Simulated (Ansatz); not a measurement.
```yaml
crystal:
  lattice:
    - [2.72540, 2.72540, 0.00000]
    - [-2.72540, 2.72540, 0.00000]
    - [0.00000, 0.00000, 5.50531]
  atoms:
    - { symbol: Ga, position: [0.00000, 0.00000, 0.00000] }
    - { symbol: Ga, position: [0.50000, 0.50000, 0.50000] }
    - { symbol: P, position: [0.50000, 0.00000, 0.25000] }
    - { symbol: P, position: [0.00000, 0.50000, 0.75000] }
```

Space group I-4m2; started from the zincblende prototype, which need not be the ambient phase; changed on purpose from its base cell (uniaxial z strain +1.0%).

The calculation used DFT, r2SCAN, plane waves, PAW in Ansatz.

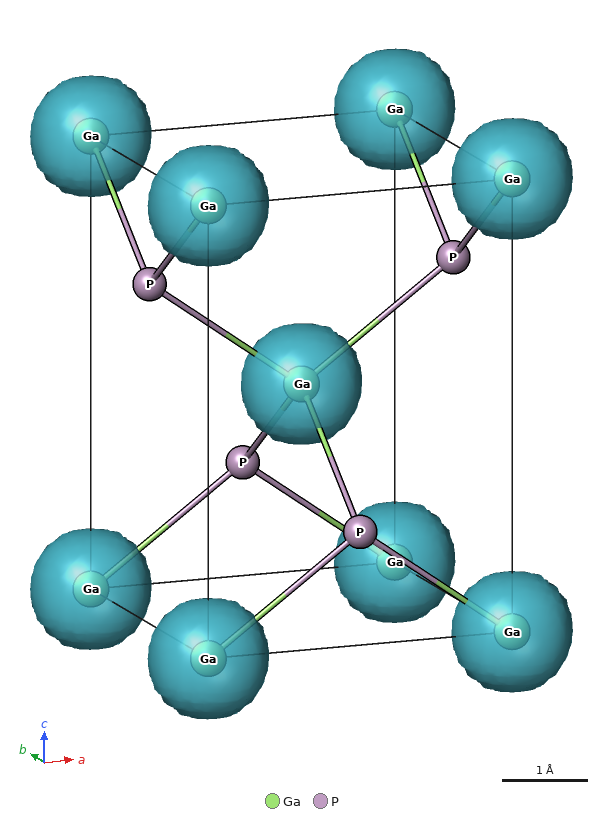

GaP. Isosurface of the valence charge density (pseudo) at 1 e/Å³ (cyan), seen slightly off an axis. Sticks mark near contacts.

Core electrons are frozen (PAW), and the valence fields are smoothed inside the atomic spheres.

**Which contacts does the surface bridge?**

At this value the density breaks into separate islands; it holds about 50 % of the electrons treated as valence (semicore included). It bridges none of the near contacts. It is pinched off along the sampled Ga–P (2.37 Å) contacts. On the grid the lowest density along these lines, outside the cores, is 0.53 e/Å³ (Ga–P, 2.37 Å).

**Metal or insulator at this level of theory?**

It is gapped, with a Kohn–Sham gap of 1.8 eV on the k-point mesh (the band edges may lie off the mesh, which would make the gap smaller).
